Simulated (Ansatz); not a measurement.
**Cu: geometry relaxation (part 1 of 2)**

Cu (Fm-3m, 1 atom in the cell), computed with DFT, PBE, PAW with Ansatz's default frozen-core files, scalar-relativistic, no spin polarisation (Ansatz 0.2.0).

The structure was built on a prototype by a generator; it need not be a known phase. It belongs to a series of runs on one base structure; here: cell and atoms relaxed from a first guess. Figures and captions count atoms from 1; the log counts them from 0 in places.

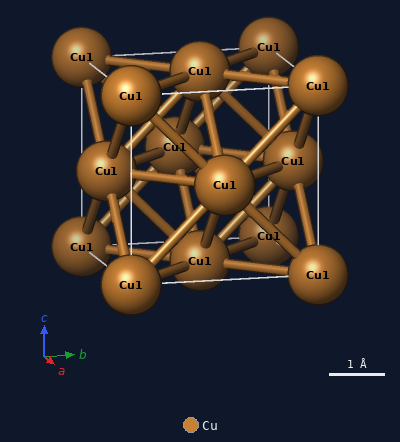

**Figure 1.** The starting structure (ball-and-stick view of the cell 4 times as large as that of the calculation, set on its symmetry axes, seen slightly off an axis; atoms are numbered from 1 in the order of the input). Near neighbours in the crystal (not all of them lie inside the picture): Cu has 12 Cu at 2.51 Å.

## Summary

| quantity | value |
| --- | --- |
| outcome | converged |
| space group (tolerance 0.01 Å) | Fm-3m (225) |
| electrons treated | 19 |
| free energy | −6625.1756 eV |
| Fermi energy | 16.479 eV |
| pressure | 0.00 GPa |
| final volume | 11.96 Å³ |
| largest force (length of the vector) at the end | under 0.001 eV/Å |
| final cell | a = 2.567 Å, b = 2.567 Å, c = 2.567 Å, α = 60.00°, β = 60.00°, γ = 60.00° |
| hardware | 1 thread of AMD EPYC (Zen 3), 64 GiB of memory available, shared host |
| wall time | 13 s |
| peak memory | 0.4 GiB |

## Input
```yaml
crystal:
  lattice:
    - [0.0, 1.7717639764, 1.7717639764]
    - [1.7717639764, 0.0, 1.7717639764]
    - [1.7717639764, 1.7717639764, 0.0]
  atoms:
    - { symbol: Cu, position: [0.0, 0.0, 0.0] }
kpoints:
  mp_grid: { grid: [20, 20, 20] }
scf:
  occupations: { method: fermi_dirac, width: 0.03 }
hamiltonian:
  xc: pbe
  pseudopotentials: { kind: paw }
output:
  forces: true
  stress: true
relax:
  f_tol: 0.005
  max_steps: 80
  cell: {}
```

Run as:
```bash
ansatz run input.yaml --threads 1 --pin off --max-ram 2048MiB --backend cpu --events-out ev --progress --plain --runs-dir out
```

## The program's output
```
Engine: ansatz 0.2.0, x86_64-unknown-linux-gnu
Pseudopotentials: kind: paw
Pseudopotential: Cu, paw, valence charge 19, recommended cutoff 420 eV (normal), Cu.paw.azcp
Functional definition: PBE
  parameter kappa = 0.804
  parameter beta = 0.06672455060314922
  exchange = pbe_x(kappa = kappa, mu = beta*pi^2/3)
  correlation = pbe_c(beta = beta)
Crystal: 1 atoms, lattice volume = 11.124 Å³
Basis set: ecut = 420 eV, 229 PW (Γ), exchange–correlation on 36×36×36 points (8 copies of the dense FFT grid, shifted against one another)
Bands: 14, of which v1, the nominal top of the filled ones, is band 10 counted from 1 (9 counted from 0)
Symmetry: 48 space group operations
Space group: Fm-3m (ITA 225), of the structure as read, at distance tolerance 2.2e-5 Å
k-points: 256 of 8000
Non-local potential: Cu, projectors of the file, l = 0: 3, l = 1: 2, l = 2: 3, l = 3: 1
PAW form: soft (Blöchl's): semilocal exchange-correlation on the pseudo side does not see the compensation charge
PAW one-centre angular grid: Cu, 590 points (default); XC on 64 Gauss nodes
Initial density: superposition of atomic densities (neutral atoms: chi_scale 0, normalization atom), corrected by the library's trained network
Initial wavefunctions: pseudopotential atomic-orbital guess
Functional: x = pbe(κ = 0.804, μ = 0.2195149727645171), c = pbe(β = 0.06672455060314922)
SCF iter   1: F=—  HF=-6625.146031 eV  |F-HF|=—  |Δ(HF+E_count)|=         —  Δρ=1.62e-3  dr2=1.57e-4  ethr=1.77e-3  ⟨swp⟩=5.4  Hψ=18253  notcnv=0
preconditioner: auto → none  [metal: Δε(μ)=0.063 eV  Ē_g=17.764 eV  σ=0.030 eV  W_gap=0.44  n_scr=0 (ndim 8)  ℏωp=36.9 eV  f_vac=0.000  D(μ)=0.27/eV (n_scr^D=0)]
SCF iter   2: F=—  HF=-6625.146119 eV  |F-HF|=—  |Δ(HF+E_count)|=   8.79e-5  Δρ=4.11e-4  dr2=4.32e-6  ethr=8.28e-7  ⟨swp⟩=2.1  Hψ=7338  notcnv=0
SCF iter   3: F=—  HF=-6625.146130 eV  |F-HF|=—  |Δ(HF+E_count)|=   1.11e-5  Δρ=1.98e-4  dr2=1.57e-6  ethr=2.28e-8  ⟨swp⟩=2.5  Hψ=5861  notcnv=0
iter 4 did not close the SCF: its close was put off for the readings that it lacked (scf_convergence_deferred on its scf_iter line)
SCF iter   4: F=-6625.146133 eV  HF=-6625.146133 eV  |F-HF|=5.13e-9  |Δ(HF+E_count)|=   2.52e-6  Δρ=1.40e-5  dr2=5.04e-9  ethr=8.25e-9  ⟨swp⟩=2.3  Hψ=4648  notcnv=0
iter 5 did not close the SCF: its close was put off for the readings that it lacked (scf_convergence_deferred on its scf_iter line)
SCF iter   5: F=-6625.146133 eV  HF=-6625.146133 eV  |F-HF|=2.07e-10  |Δ(HF+E_count)|=   1.30e-8  Δρ=2.00e-6  dr2=8.87e-11  ethr=2.65e-11  ⟨swp⟩=2.2  Hψ=5684  notcnv=0
SCF iter   6: F=-6625.146133 eV  HF=-6625.146133 eV  |F-HF|=9.09e-13  |Δ(HF+E_count)|=  2.66e-10  Δρ=7.69e-8  dr2=1.67e-13  ethr=1.00e-12  ⟨swp⟩=1.1  Hψ=9429  notcnv=0
SCF 1 converged in 6 iterations: F = -6625.146133 eV  dr2 = 1.67e-13
  greatest PAW one-centre occupation: 1.000 electrons in one spin orbital (limit 2), on the Cu atom at site 0 (counted from 0), in its partial waves of l = 0
relax step   1: F+E_penalty+E_count = -6625.14613258 eV  Δ(F+E_penalty+E_count) = +0.000e0 eV  max|allowed force component| = 0.000e0 eV/Å  Δτ_max = 0.0000 Å  P = +12.189 GPa  Ω = 11.124 Å³  (6 SCF iters, dr2 threshold 1.00e-7 eV, accepted)
Crystal: 1 atoms, lattice volume = 11.494 Å³
Initial density: handed on by an earlier stage of this run
Initial wavefunctions: those handed on with the density
iter 1 solved again at ethr=5.85e-5 eV; its pass at ethr=3.10e-3 eV (dr2=1.11e-2 eV) is discarded
SCF iter   1: F=—  HF=-6625.169281 eV  |F-HF|=—  |Δ(HF+E_count)|=         —  Δρ=1.23e-2  dr2=1.12e-2  ethr=5.85e-5  ⟨swp⟩=1.0  Hψ=24345  notcnv=0
preconditioner: auto → none  [metal: Δε(μ)=0.067 eV  Ē_g=17.444 eV  σ=0.030 eV  W_gap=0.42  n_scr=0 (ndim 8)  ℏωp=36.3 eV  f_vac=0.000  D(μ)=0.23/eV (n_scr^D=0)]
SCF iter   2: F=—  HF=-6625.166912 eV  |F-HF|=—  |Δ(HF+E_count)|=   2.37e-3  Δρ=1.03e-3  dr2=5.57e-5  ethr=5.85e-5  ⟨swp⟩=2.7  Hψ=5897  notcnv=0
SCF iter   3: F=—  HF=-6625.166802 eV  |F-HF|=—  |Δ(HF+E_count)|=   1.10e-4  Δρ=7.13e-4  dr2=4.89e-5  ethr=2.93e-7  ⟨swp⟩=2.0  Hψ=6017  notcnv=0
SCF iter   4: F=—  HF=-6625.166788 eV  |F-HF|=—  |Δ(HF+E_count)|=   1.37e-5  Δρ=8.90e-5  dr2=2.12e-7  ethr=2.57e-7  ⟨swp⟩=2.3  Hψ=5031  notcnv=0
iter 5 did not close the SCF: its close was put off for the readings that it lacked (scf_convergence_deferred on its scf_iter line)
SCF iter   5: F=-6625.166789 eV  HF=-6625.166789 eV  |F-HF|=5.79e-9  |Δ(HF+E_count)|=   7.90e-7  Δρ=7.85e-6  dr2=3.66e-9  ethr=1.11e-9  ⟨swp⟩=2.0  Hψ=6032  notcnv=0
SCF iter   6: F=-6625.166789 eV  HF=-6625.166789 eV  |F-HF|=2.00e-11  |Δ(HF+E_count)|=  9.46e-10  Δρ=6.51e-7  dr2=1.29e-11  ethr=1.92e-11  ⟨swp⟩=2.0  Hψ=10461  notcnv=0
SCF 2 converged in 6 iterations: F = -6625.166789 eV  dr2 = 1.29e-11
relax step   2: F+E_penalty+E_count = -6625.16678900 eV  Δ(F+E_penalty+E_count) = -2.066e-2 eV  max|allowed force component| = 0.000e0 eV/Å  Δτ_max = 0.0000 Å  P = +6.180 GPa  Ω = 11.494 Å³  energy of the carried Pulay correction = -3.405e-4 eV  (6 SCF iters, dr2 threshold 1.00e-7 eV, accepted)
Crystal: 1 atoms, lattice volume = 11.901 Å³
Basis set: ecut = 420 eV, 259 PW (Γ), exchange–correlation on 36×36×36 points (8 copies of the dense FFT grid, shifted against one another)
iter 1 solved again at ethr=6.94e-5 eV; its pass at ethr=3.10e-3 eV (dr2=1.32e-2 eV) is discarded
SCF iter   1: F=—  HF=-6625.177892 eV  |F-HF|=—  |Δ(HF+E_count)|=         —  Δρ=1.32e-2  dr2=1.33e-2  ethr=6.94e-5  ⟨swp⟩=1.0  Hψ=24530  notcnv=0
preconditioner: auto → none  [metal: Δε(μ)=0.066 eV  Ē_g=17.034 eV  σ=0.030 eV  W_gap=0.47  n_scr=0 (ndim 8)  ℏωp=35.7 eV  f_vac=0.000  D(μ)=0.25/eV (n_scr^D=0)]
SCF iter   2: F=—  HF=-6625.175110 eV  |F-HF|=—  |Δ(HF+E_count)|=   2.78e-3  Δρ=1.05e-3  dr2=6.88e-5  ethr=6.94e-5  ⟨swp⟩=2.7  Hψ=5906  notcnv=0
SCF iter   3: F=—  HF=-6625.174987 eV  |F-HF|=—  |Δ(HF+E_count)|=   1.23e-4  Δρ=7.56e-4  dr2=5.76e-5  ethr=3.62e-7  ⟨swp⟩=2.0  Hψ=6007  notcnv=0
SCF iter   4: F=—  HF=-6625.174970 eV  |F-HF|=—  |Δ(HF+E_count)|=   1.69e-5  Δρ=7.96e-5  dr2=1.82e-7  ethr=3.03e-7  ⟨swp⟩=2.4  Hψ=5049  notcnv=0
iter 5 did not close the SCF: its close was put off for the readings that it lacked (scf_convergence_deferred on its scf_iter line)
SCF iter   5: F=-6625.174971 eV  HF=-6625.174971 eV  |F-HF|=3.60e-10  |Δ(HF+E_count)|=   6.66e-7  Δρ=3.85e-6  dr2=7.76e-10  ethr=9.60e-10  ⟨swp⟩=2.0  Hψ=6031  notcnv=0
SCF iter   6: F=-6625.174971 eV  HF=-6625.174971 eV  |F-HF|=4.55e-12  |Δ(HF+E_count)|=  4.78e-10  Δρ=4.67e-7  dr2=1.33e-11  ethr=4.08e-12  ⟨swp⟩=2.0  Hψ=10636  notcnv=0
SCF 3 converged in 6 iterations: F = -6625.174971 eV  dr2 = 1.33e-11
relax step   3: F+E_penalty+E_count = -6625.17497056 eV  Δ(F+E_penalty+E_count) = -8.182e-3 eV  max|allowed force component| = 0.000e0 eV/Å  Δτ_max = 0.0000 Å  P = +0.727 GPa  Ω = 11.901 Å³  energy of the carried Pulay correction = -7.024e-4 eV  (6 SCF iters, dr2 threshold 1.00e-7 eV, accepted)
Crystal: 1 atoms, lattice volume = 11.961 Å³
iter 1 solved again at ethr=1.50e-6 eV; its pass at ethr=3.10e-3 eV (dr2=2.86e-4 eV) is discarded
SCF iter   1: F=—  HF=-6625.175115 eV  |F-HF|=—  |Δ(HF+E_count)|=         —  Δρ=1.91e-3  dr2=2.81e-4  ethr=1.50e-6  ⟨swp⟩=2.0  Hψ=23132  notcnv=0
preconditioner: auto → none  [metal: Δε(μ)=0.064 eV  Ē_g=16.907 eV  σ=0.030 eV  W_gap=0.43  n_scr=0 (ndim 8)  ℏωp=35.6 eV  f_vac=0.000  D(μ)=0.25/eV (n_scr^D=0)]
SCF iter   2: F=—  HF=-6625.175061 eV  |F-HF|=—  |Δ(HF+E_count)|=   5.45e-5  Δρ=1.47e-4  dr2=1.74e-6  ethr=1.48e-6  ⟨swp⟩=2.1  Hψ=4896  notcnv=0
SCF iter   3: F=—  HF=-6625.175056 eV  |F-HF|=—  |Δ(HF+E_count)|=   4.70e-6  Δρ=1.05e-4  dr2=1.11e-6  ethr=9.16e-9  ⟨swp⟩=2.5  Hψ=5675  notcnv=0
iter 4 did not close the SCF: its close was put off for the readings that it lacked (scf_convergence_deferred on its scf_iter line)
SCF iter   4: F=-6625.175056 eV  HF=-6625.175056 eV  |F-HF|=6.03e-9  |Δ(HF+E_count)|=   3.20e-7  Δρ=9.84e-6  dr2=3.07e-9  ethr=5.84e-9  ⟨swp⟩=2.4  Hψ=5087  notcnv=0
iter 5 did not close the SCF: its close was put off for the readings that it lacked (scf_convergence_deferred on its scf_iter line)
SCF iter   5: F=-6625.175056 eV  HF=-6625.175056 eV  |F-HF|=1.00e-10  |Δ(HF+E_count)|=   1.07e-8  Δρ=1.25e-6  dr2=6.70e-11  ethr=1.62e-11  ⟨swp⟩=2.0  Hψ=6031  notcnv=0
SCF iter   6: F=-6625.175056 eV  HF=-6625.175056 eV  |F-HF|=9.09e-13  |Δ(HF+E_count)|=  1.91e-11  Δρ=4.61e-8  dr2=1.54e-13  ethr=1.00e-12  ⟨swp⟩=1.4  Hψ=9606  notcnv=0
SCF 4 converged in 6 iterations: F = -6625.175056 eV  dr2 = 1.54e-13
relax step   4: F+E_penalty+E_count = -6625.17505572 eV  Δ(F+E_penalty+E_count) = -8.515e-5 eV  max|allowed force component| = 0.000e0 eV/Å  Δτ_max = 0.0000 Å  P = +0.006 GPa  Ω = 11.961 Å³  energy of the carried Pulay correction = -7.551e-4 eV  (6 SCF iters, dr2 threshold 1.00e-7 eV, accepted)
Initial wavefunctions: pseudopotential atomic-orbital guess (no wavefunctions were taken with the density)
iter 1 solved again at ethr=1.50e-8 eV; its pass at ethr=3.10e-3 eV (dr2=2.85e-6 eV) is discarded
SCF iter   1: F=—  HF=-6625.175256 eV  |F-HF|=—  |Δ(HF+E_count)|=         —  Δρ=9.96e-4  dr2=2.82e-6  ethr=1.50e-8  ⟨swp⟩=3.0  Hψ=28692  notcnv=0
preconditioner: auto → none  [metal: Δε(μ)=0.064 eV  Ē_g=16.895 eV  σ=0.030 eV  W_gap=0.42  n_scr=0 (ndim 8)  ℏωp=35.6 eV  f_vac=0.000  D(μ)=0.25/eV (n_scr^D=0)]
SCF iter   2: F=—  HF=-6625.175501 eV  |F-HF|=—  |Δ(HF+E_count)|=   2.46e-4  Δρ=4.97e-4  dr2=7.90e-7  ethr=1.48e-8  ⟨swp⟩=1.4  Hψ=4159  notcnv=0
SCF iter   3: F=—  HF=-6625.175584 eV  |F-HF|=—  |Δ(HF+E_count)|=   8.30e-5  Δρ=6.18e-5  dr2=8.38e-8  ethr=4.16e-9  ⟨swp⟩=1.2  Hψ=3636  notcnv=0
SCF iter   4: F=—  HF=-6625.175585 eV  |F-HF|=—  |Δ(HF+E_count)|=   7.78e-7  Δρ=4.81e-6  dr2=2.49e-10  ethr=4.41e-10  ⟨swp⟩=2.0  Hψ=4878  notcnv=0
SCF iter   5: F=—  HF=-6625.175585 eV  |F-HF|=—  |Δ(HF+E_count)|=   6.29e-9  Δρ=5.10e-7  dr2=1.16e-11  ethr=1.31e-12  ⟨swp⟩=2.0  Hψ=5134  notcnv=0
SCF iter   6: F=-6625.175585 eV  HF=-6625.175585 eV  |F-HF|=1.82e-12  |Δ(HF+E_count)|=  4.73e-11  Δρ=3.78e-8  dr2=3.66e-14  ethr=1.00e-12  ⟨swp⟩=4.5  Hψ=12361  notcnv=0
SCF 5 converged in 6 iterations: F = -6625.175585 eV  dr2 = 3.66e-14
```
